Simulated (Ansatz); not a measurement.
**Geometry relaxation of Zn16Se17 (charge −2) (part 4 of 4)**

Zn16Se17 (defect cell, 33 atoms in the cell, total charge −2); DFT PBE, scalar-relativistic, plane waves, PAW, no spin polarisation (Ansatz 0.2.0); cutoff 420 eV, 2×2×2 k-mesh, Gaussian smearing of 0.01 eV. The structure derives from a Materials Project entry. It belongs to a series of runs on one base structure; here: Se interstitial, charge -2, atoms relaxed at the host's cell.

Trajectory as extended XYZ, continued
```
33
Lattice="5.7318 -5.7318 -5.7318 -5.7318 -5.7318 5.7318 -5.7318 5.7318 -5.7318" Properties=species:S:1:pos:R:3:forces:R:3 step=7 energy=-146082.04583
Zn   -2.8435   -0.1179   -2.5834   -0.0294   0.0213   0.0088
Zn   -3.0683   -2.9511    0.0513    0.1238   0.1204   0.0107
Zn   -2.9669   -5.5478    2.7342   -0.0135  -0.0157  -0.0261
Zn   -5.6280    2.9513   -2.9840    0.0254   0.0135   0.0252
Zn   -2.3899    2.7210   -5.9696    0.0183  -0.0174  -0.0452
Zn   -5.6632   -0.1178   -0.3534    0.0453   0.0210  -0.0103
Zn   -5.7772   -2.8371    2.8343    0.0440  -0.0158   0.0324
Zn    2.8864   -5.6467   -2.9142   -0.0001   0.0018   0.0131
Zn   -5.5333   -5.5509   -5.6755    0.0147  -0.0113   0.0289
Zn   -2.7239   -2.8398   -5.7731   -0.0412  -0.0131  -0.0280
Zn   -2.5775   -5.8741   -3.1242   -0.0768  -0.0072  -0.0350
Zn   -0.3772   -3.0097   -2.7016   -0.0189  -0.0110   0.0401
Zn    2.8605   -2.7828   -5.6880   -0.0280   0.0172  -0.0221
Zn    0.0773   -5.6443   -0.0254    0.0004   0.0019  -0.0115
Zn   -5.4329   -2.9505   -2.9937   -0.1230   0.1192  -0.0015
Zn   -0.1972   -0.1443   -5.5394    0.0808  -0.0017   0.0293
Se   -4.2519    1.5440   -1.4683   -0.0032  -0.0143   0.0000
Se   -4.3173   -1.3417    1.4191   -0.0631  -0.0609  -0.0363
Se   -4.2505   -4.1302    4.2621   -0.0023   0.0082   0.0003
Se   -1.4057   -1.4165   -7.2767   -0.0114  -0.0076  -0.0312
Se   -4.1184    4.2714   -4.4425    0.0148  -0.0005  -0.0001
Se   -1.1874   -4.4027   -4.6830   -0.0406   0.0585   0.0543
Se   -1.3635   -7.1461   -1.3923    0.0098  -0.0069   0.0274
Se    1.4814   -4.2240   -1.4706    0.0011  -0.0115   0.0008
Se    4.3531   -4.2076   -4.3172    0.0096  -0.0362  -0.0262
Se   -4.1832   -1.3389   -4.3598    0.0581  -0.0653   0.0299
Se   -5.6625   -3.7299   -0.7638   -0.0397  -0.0562   0.0348
Se   -1.2709   -1.2464   -1.1477   -0.0282   0.0099  -0.0147
Se    1.3520   -1.4597   -4.2297   -0.0187  -0.0033   0.0056
Se   -1.3894   -4.2055    1.3766   -0.0142  -0.0327   0.0199
Se   -7.2302   -1.2442   -1.7931    0.0251   0.0090   0.0120
Se   -1.5827    1.3305   -3.9815    0.0379   0.0531  -0.0603
Se   -2.8501   -3.7236   -2.1806    0.0432  -0.0663  -0.0251
33
Lattice="5.7318 -5.7318 -5.7318 -5.7318 -5.7318 5.7318 -5.7318 5.7318 -5.7318" Properties=species:S:1:pos:R:3:forces:R:3 step=8 energy=-146082.11082
Zn   -2.8168   -0.0429   -2.6117   -0.0707  -0.0110  -0.0489
Zn   -2.9482   -2.8050    0.0840    0.1946  -0.0767  -0.1520
Zn   -2.9774   -5.5457    2.7004    0.0096  -0.0150  -0.0544
Zn   -5.6011    2.9597   -2.9893   -0.0246   0.0154   0.0493
Zn   -2.3125    2.6345   -6.1009   -0.0084  -0.0369   0.0212
Zn   -5.6829   -0.0643   -0.3377    0.0465   0.0324   0.0983
Zn   -5.7640   -2.8360    2.8711    0.0196  -0.0283  -0.0341
Zn    2.8987   -5.6688   -2.9299   -0.0631  -0.0070  -0.0173
Zn   -5.5260   -5.5475   -5.6395   -0.0070  -0.0087   0.0537
Zn   -2.7381   -2.8495   -5.8013   -0.0238   0.0058   0.0040
Zn   -2.6145   -5.9118   -3.1447    0.0043   0.0819   0.0320
Zn   -0.4676   -3.0924   -2.5674    0.0454  -0.0316  -0.0385
Zn    2.8317   -2.7822   -5.6787    0.0121   0.0327  -0.0468
Zn    0.0634   -5.6709   -0.0119    0.0588  -0.0153   0.0165
Zn   -5.5379   -2.8013   -3.0151   -0.2326  -0.1053   0.1333
Zn   -0.1528   -0.1890   -5.5309   -0.0113   0.1020  -0.0426
Se   -4.2562    1.5489   -1.4672    0.0159   0.0352  -0.0144
Se   -4.3531   -1.3509    1.4054   -0.0171   0.0514   0.0664
Se   -4.2523   -4.1568    4.2618   -0.0017   0.0066   0.0025
Se   -1.4067   -1.4325   -7.2835    0.0132  -0.0022  -0.0241
Se   -4.1143    4.2432   -4.4806   -0.0291   0.0149   0.0057
Se   -1.2270   -4.3678   -4.6587    0.0871  -0.1135  -0.0276
Se   -1.3722   -7.1616   -1.3863   -0.0156   0.0072   0.0362
Se    1.4768   -4.2687   -1.4719    0.0114   0.0455   0.0019
Se    4.3285   -4.1971   -4.3294    0.0647  -0.0211   0.0091
Se   -4.1482   -1.3499   -4.3462    0.0403   0.0714  -0.0733
Se   -5.6739   -3.8010   -0.8455    0.0574   0.0805  -0.2086
Se   -1.2997   -1.1922   -1.1455    0.0441  -0.0286  -0.0257
Se    1.3446   -1.4896   -4.1896    0.0341   0.0032  -0.0027
Se   -1.3617   -4.1994    1.3928   -0.0541  -0.0258   0.0157
Se   -7.2101   -1.2008   -1.7938   -0.0489  -0.0393   0.0081
Se   -1.5362    1.3703   -4.0181   -0.0625  -0.0897   0.0384
Se   -2.8245   -3.7946   -2.0949   -0.0889   0.0695   0.2187
33
Lattice="5.7318 -5.7318 -5.7318 -5.7318 -5.7318 5.7318 -5.7318 5.7318 -5.7318" Properties=species:S:1:pos:R:3:forces:R:3 step=9 energy=-146082.19243
Zn   -2.8513   -0.0744   -2.6471   -0.0347  -0.0005  -0.0126
Zn   -2.7681   -2.7298    0.0988    0.1090  -0.0707  -0.0857
Zn   -2.9993   -5.5463    2.6752    0.0236  -0.0065  -0.0454
Zn   -5.6043    2.9687   -2.9461   -0.0327  -0.0025   0.0110
Zn   -2.3000    2.6031   -6.0961    0.0067  -0.0125   0.0112
Zn   -5.6480   -0.0858   -0.2969    0.0200   0.0241   0.0392
Zn   -5.7625   -2.8608    2.8598   -0.0018  -0.0098  -0.0152
Zn    2.8671   -5.6678   -2.9302   -0.0102  -0.0085   0.0026
Zn   -5.5044   -5.5463   -5.6136   -0.0238  -0.0034   0.0444
Zn   -2.7405   -2.8679   -5.7956    0.0016   0.0066  -0.0006
Zn   -2.6246   -5.8927   -3.1088   -0.0008   0.0713   0.0406
Zn   -0.4756   -3.1268   -2.5756    0.0197  -0.0091  -0.0188
Zn    2.8337   -2.7695   -5.7220    0.0257   0.0092  -0.0115
Zn    0.0939   -5.6699   -0.0112    0.0079  -0.0103  -0.0008
Zn   -5.7222   -2.7259   -3.0336   -0.1363  -0.0916   0.0825
Zn   -0.1446   -0.1656   -5.5649   -0.0034   0.0846  -0.0454
Se   -4.2536    1.5296   -1.4686    0.0084   0.0168  -0.0051
Se   -4.3174   -1.3899    1.4041   -0.0646   0.0074  -0.0152
Se   -4.2523   -4.1643    4.2616   -0.0002   0.0109   0.0028
Se   -1.4300   -1.4281   -7.2772    0.0088  -0.0159   0.0166
Se   -4.1232    4.2516   -4.4375   -0.0208   0.0025  -0.0044
Se   -1.2286   -4.3890   -4.6475    0.0631  -0.0583  -0.0320
Se   -1.3458   -7.1596   -1.3931   -0.0086  -0.0093  -0.0108
Se    1.4787   -4.2511   -1.4706    0.0031   0.0010  -0.0007
Se    4.2882   -4.2167   -4.3595    0.0462   0.0129  -0.0035
Se   -4.1826   -1.3886   -4.3449    0.0775   0.0190   0.0127
Se   -5.6872   -3.7856   -0.8948    0.1109   0.0433  -0.1416
Se   -1.2455   -1.1615   -1.2010    0.0259   0.0039   0.0085
Se    1.3516   -1.4810   -4.2325    0.0285  -0.0050   0.0040
Se   -1.3235   -4.2198    1.4239   -0.0375   0.0120   0.0121
Se   -7.2590   -1.1647   -1.7381   -0.0306  -0.0064  -0.0159
Se   -1.5387    1.3458   -4.0272   -0.0479  -0.0425   0.0347
Se   -2.8124   -3.7831   -2.0440   -0.1330   0.0374   0.1425
33
Lattice="5.7318 -5.7318 -5.7318 -5.7318 -5.7318 5.7318 -5.7318 5.7318 -5.7318" Properties=species:S:1:pos:R:3:forces:R:3 step=10 energy=-146082.21099
Zn   -2.8575   -0.0820   -2.6481   -0.0172   0.0089  -0.0188
Zn   -2.7037   -2.7203    0.0963    0.0258   0.0070   0.0276
Zn   -3.0082   -5.5376    2.6585    0.0142  -0.0187  -0.0272
Zn   -5.6064    2.9741   -2.9347   -0.0179   0.0111   0.0037
Zn   -2.2780    2.5868   -6.1217   -0.0439  -0.0200   0.0601
Zn   -5.6422   -0.0884   -0.2936    0.0071   0.0219   0.0317
Zn   -5.7635   -2.8672    2.8520   -0.0039  -0.0130  -0.0158
Zn    2.8485   -5.6805   -2.9373   -0.0085  -0.0099   0.0005
Zn   -5.4953   -5.5371   -5.5968   -0.0137  -0.0173   0.0265
Zn   -2.7397   -2.8711   -5.7891    0.0041  -0.0031   0.0055
Zn   -2.6234   -5.8806   -3.0928   -0.0151   0.0204   0.0011
Zn   -0.4946   -3.1436   -2.5519    0.0614  -0.0154  -0.0607
Zn    2.8355   -2.7615   -5.7343    0.0143   0.0179  -0.0037
Zn    0.1124   -5.6821   -0.0033    0.0069  -0.0094   0.0006
Zn   -5.7910   -2.7188   -3.0317   -0.0387  -0.0010  -0.0395
Zn   -0.1465   -0.1515   -5.5802    0.0127   0.0270  -0.0016
Se   -4.2525    1.5284   -1.4691    0.0052   0.0086  -0.0028
Se   -4.3143   -1.4075    1.3889   -0.0071  -0.0189  -0.0266
Se   -4.2519   -4.1617    4.2618    0.0002   0.0108   0.0021
Se   -1.4387   -1.4266   -7.2736    0.0056  -0.0092   0.0054
Se   -4.1261    4.2594   -4.4220   -0.0037   0.0158   0.0111
Se   -1.2252   -4.3936   -4.6412    0.0504  -0.0349  -0.0129
Se   -1.3352   -7.1584   -1.3969   -0.0053  -0.0052  -0.0021
Se    1.4795   -4.2541   -1.4703    0.0017   0.0063   0.0001
Se    4.2701   -4.2234   -4.3675    0.0296   0.0025  -0.0086
Se   -4.1864   -1.4066   -4.3290    0.0128  -0.0151   0.0301
Se   -5.6734   -3.7757   -0.9084    0.0794   0.0050  -0.0643
Se   -1.2247   -1.1486   -1.2095    0.0200   0.0189   0.0084
Se    1.3544   -1.4733   -4.2479    0.0074   0.0124  -0.0137
Se   -1.3070   -4.2256    1.4310   -0.0236   0.0013   0.0136
Se   -7.2782   -1.1506   -1.7298   -0.0228   0.0158  -0.0113
Se   -1.5439    1.3401   -4.0326   -0.0421  -0.0255   0.0139
Se   -2.8250   -3.7748   -2.0296   -0.0950   0.0047   0.0679
33
Lattice="5.7318 -5.7318 -5.7318 -5.7318 -5.7318 5.7318 -5.7318 5.7318 -5.7318" Properties=species:S:1:pos:R:3:forces:R:3 step=11 energy=-146082.21810
Zn   -2.8728   -0.1044   -2.6466   -0.0041   0.0080   0.0066
Zn   -2.6218   -2.6887    0.1094    0.0190  -0.0227  -0.0083
Zn   -3.0146   -5.5321    2.6457   -0.0087   0.0114   0.0059
Zn   -5.6191    2.9813   -2.9121   -0.0011  -0.0080  -0.0041
Zn   -2.2839    2.5740   -6.0876   -0.0104   0.0099  -0.0429
Zn   -5.6309   -0.1007   -0.2917    0.0093  -0.0005  -0.0112
Zn   -5.7740   -2.8873    2.8324    0.0130   0.0133   0.0099
Zn    2.8268   -5.6960   -2.9391    0.0146   0.0049   0.0023
Zn   -5.4858   -5.5329   -5.5852    0.0091   0.0121  -0.0077
Zn   -2.7270   -2.8869   -5.7739   -0.0123   0.0076  -0.0027
Zn   -2.6447   -5.8554   -3.0655    0.0082   0.0043   0.0195
Zn   -0.4871   -3.1574   -2.5812    0.0074   0.0044   0.0442
Zn    2.8495   -2.7491   -5.7600    0.0018  -0.0091   0.0030
Zn    0.1373   -5.6963    0.0008   -0.0180   0.0092  -0.0049
Zn   -5.8830   -2.6889   -3.0503   -0.0148  -0.0187   0.0166
Zn   -0.1265   -0.1223   -5.6027   -0.0044   0.0000  -0.0215
Se   -4.2504    1.5242   -1.4700   -0.0018  -0.0040   0.0019
Se   -4.3022   -1.4346    1.3709   -0.0159   0.0103   0.0152
Se   -4.2508   -4.1516    4.2618   -0.0008  -0.0129   0.0007
Se   -1.4460   -1.4223   -7.2577   -0.0064   0.0000  -0.0042
Se   -4.1362    4.2717   -4.3907    0.0078  -0.0097  -0.0094
Se   -1.2140   -4.4179   -4.6283   -0.0222   0.0146  -0.0393
Se   -1.3219   -7.1536   -1.4131    0.0064  -0.0043   0.0017
Se    1.4818   -4.2526   -1.4693   -0.0063  -0.0069  -0.0020
Se    4.2501   -4.2379   -4.3857   -0.0059   0.0092   0.0183
Se   -4.1994   -1.4357   -4.3101    0.0133   0.0067  -0.0159
Se   -5.6731   -3.7502   -0.9326   -0.0031  -0.0170   0.0004
Se   -1.1804   -1.1385   -1.2405   -0.0255  -0.0036   0.0254
Se    1.3676   -1.4592   -4.2809   -0.0107  -0.0100   0.0112
Se   -1.2883   -4.2372    1.4446    0.0044   0.0103  -0.0200
Se   -7.3219   -1.1380   -1.6982    0.0301  -0.0014  -0.0246
Se   -1.5566    1.3129   -4.0402    0.0163   0.0106   0.0379
Se   -2.8329   -3.7500   -2.0072    0.0118  -0.0179  -0.0018
33
Lattice="5.7318 -5.7318 -5.7318 -5.7318 -5.7318 5.7318 -5.7318 5.7318 -5.7318" Properties=species:S:1:pos:R:3:forces:R:3 step=12 energy=-146082.22095
Zn   -2.8682   -0.0929   -2.6477    0.0043   0.0008  -0.0007
Zn   -2.6377   -2.6991    0.1116   -0.0040   0.0068   0.0062
Zn   -3.0165   -5.5358    2.6452    0.0038  -0.0041   0.0026
Zn   -5.6151    2.9809   -2.9186    0.0010   0.0023  -0.0002
Zn   -2.2791    2.5744   -6.1085    0.0027   0.0021   0.0053
Zn   -5.6333   -0.0934   -0.2918   -0.0050   0.0016   0.0011
Zn   -5.7651   -2.8795    2.8413   -0.0035  -0.0026  -0.0026
Zn    2.8328   -5.6936   -2.9399   -0.0022  -0.0005  -0.0010
Zn   -5.4866   -5.5347   -5.5836   -0.0030  -0.0052  -0.0001
Zn   -2.7369   -2.8798   -5.7800    0.0029  -0.0012   0.0011
Zn   -2.6337   -5.8609   -3.0708   -0.0034  -0.0047  -0.0026
Zn   -0.4885   -3.1547   -2.5656   -0.0042   0.0019  -0.0035
Zn    2.8442   -2.7511   -5.7523    0.0002   0.0003   0.0012
Zn    0.1273   -5.6929    0.0014    0.0037  -0.0026   0.0012
Zn   -5.8635   -2.6993   -3.0508    0.0026   0.0070  -0.0075
Zn   -0.1362   -0.1296   -5.5999    0.0003  -0.0033   0.0023
Se   -4.2510    1.5278   -1.4697   -0.0006   0.0010  -0.0008
Se   -4.3086   -1.4278    1.3747    0.0069   0.0014  -0.0015
Se   -4.2512   -4.1596    4.2625    0.0002   0.0020  -0.0008
Se   -1.4472   -1.4247   -7.2643   -0.0010  -0.0029  -0.0010
Se   -4.1296    4.2686   -4.3975   -0.0018   0.0023  -0.0031
Se   -1.2204   -4.4060   -4.6356    0.0056  -0.0034   0.0053
Se   -1.3236   -7.1568   -1.4061    0.0010  -0.0012   0.0010
Se    1.4803   -4.2562   -1.4693    0.0026   0.0008   0.0001
Se    4.2522   -4.2344   -4.3817    0.0016   0.0005  -0.0010
Se   -4.1934   -1.4274   -4.3140   -0.0070   0.0017   0.0017
Se   -5.6695   -3.7626   -0.9350   -0.0051   0.0031   0.0065
Se   -1.1977   -1.1387   -1.2250    0.0021  -0.0024  -0.0042
Se    1.3583   -1.4644   -4.2726    0.0018   0.0030   0.0029
Se   -1.2918   -4.2348    1.4436   -0.0013   0.0001   0.0013
Se   -7.3040   -1.1393   -1.7140   -0.0015  -0.0055   0.0037
Se   -1.5497    1.3263   -4.0359   -0.0034  -0.0025  -0.0066
Se   -2.8291   -3.7616   -2.0047    0.0037   0.0036  -0.0065
```

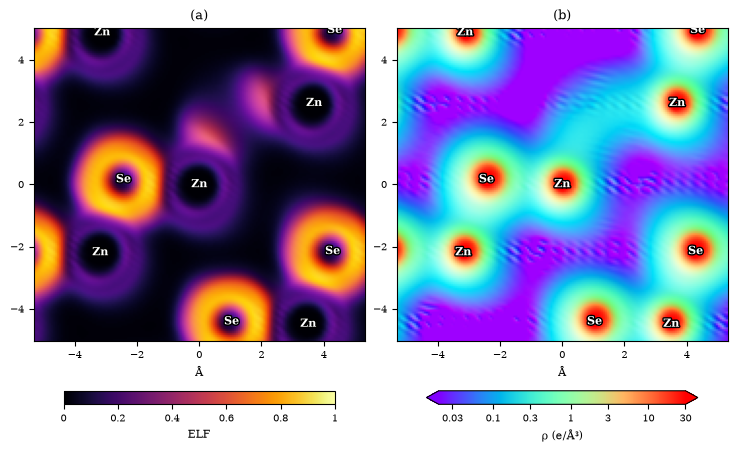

(a) electron localisation function; (b) valence charge density (pseudo) on the (11̄0) plane of the calculation cell. Atoms in the plane: Zn and Se. Zn–Se (2.44 Å): ρ is about 0.48 e/Å³ halfway; the ELF is about 0.60 at the midpoint. The density dies away to nearly zero in the voids. Core electrons are frozen (PAW), so the fields are smoothed inside the atomic spheres.

Key numbers

| quantity | value |
| --- | --- |
| outcome | converged |
| electrons treated | 466 |
| free energy | −146082.2209 eV |
| Fermi energy | 8.480 eV |
| gap on the k-point mesh | 1.51 eV |
| final volume | 753.22 Å³ |
| largest force (length of the vector) at the end | 0.011 eV/Å |
| hardware | 4 threads of Intel Xeon @ 2.50GHz (Skylake/Cascade Lake), 189 GiB of memory available, shared host |
| wall time | 15 min (CPU time 57 min) |
| peak memory | 3.9 GiB |

Notes

The cell is charged and computed with a neutralising background, so its energy and pressure depend on the cell and aren't those of a real crystal.
